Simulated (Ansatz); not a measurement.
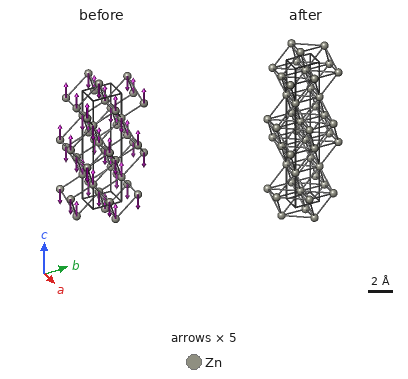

The structure of crystalline Zn (built on the grey arsenic (A7)_166 type) (coarse preliminary run) before (left) and after (right) a relaxation, at one scale. The purple arrows give the displacements (the part carried along by the change of the cell is left out), 5 times their true length.

The picture is a ball-and-stick view of the conventional cell (3 times the calculation's cell), seen slightly off an axis. Lengths and directions refer to the drawn axes.

Case: grey arsenic (A7) type (R-3m, No. 166).

Method: DFT PBEsol, scalar-relativistic, plane waves, PAW in Ansatz 0.2.0.

Input
```yaml
crystal:
  lattice:
    - [1.7027078821, 0.9830588541, 3.1574676246]
    - [-1.7027078821, 0.9830588541, 3.1574676246]
    - [0.0, -1.9661177082, 3.1574676246]
  atoms:
    - { symbol: Zn, position: [0.22754, 0.22754, 0.22754] }
    - { symbol: Zn, position: [0.77246, 0.77246, 0.77246] }
basis:
  ecutwfc: 420
kpoints:
  mp_grid: { grid: [6, 6, 6] }
hamiltonian:
  xc: pbesol
scf:
  occupations: { method: gaussian, width: 0.1 }
  lower_state_search: "off"
output:
  forces: true
  stress: true
  eigenvalues: true
relax:
  adjacent_minimum: "off"
  f_tol: 0.04
  max_steps: 70
  cell: { stress_tol: 0.4 }
```

Describe what moved and what it gained.

The largest moves relative to the cell, 0.27 Å, are those of Zn1 and Zn2. Zn2 goes along −c. Cell: a = b 3.405 → 2.877 Å (−15.5 %), c 9.472 → 12.175 Å (+28.5 %). Volume −8.3 %. Near-neighbour distances that change, for instance: Zn1–Zn1 3.405 → 2.877 Å, Zn1–Zn2 2.279 → 2.622 Å, Zn1–Zn2 (another image) 2.808 → 2.622 Å. Among the angles between lasting bonds that change: Zn2–Zn1–Zn2 96.7° → 66.5°, Zn2–Zn1–Zn2 93.4° → 113.5°, Zn2–Zn1–Zn2 164.8° → 180.0°. The space group stays R-3m (No. 166). Over 12 accepted moves (15 points after the start) the energy falls by 477 meV per atom. The largest force component goes from 2.2 to 0.00025 eV/Å. Pressure: 11.70 GPa at the start and −0.08 GPa at the end. The line search rejected the trial step at point 8 of the run. At 2 points the geometry stayed and the basis and grid were re-selected for the new cell (energy shift of 24.0 meV per atom at most each time).
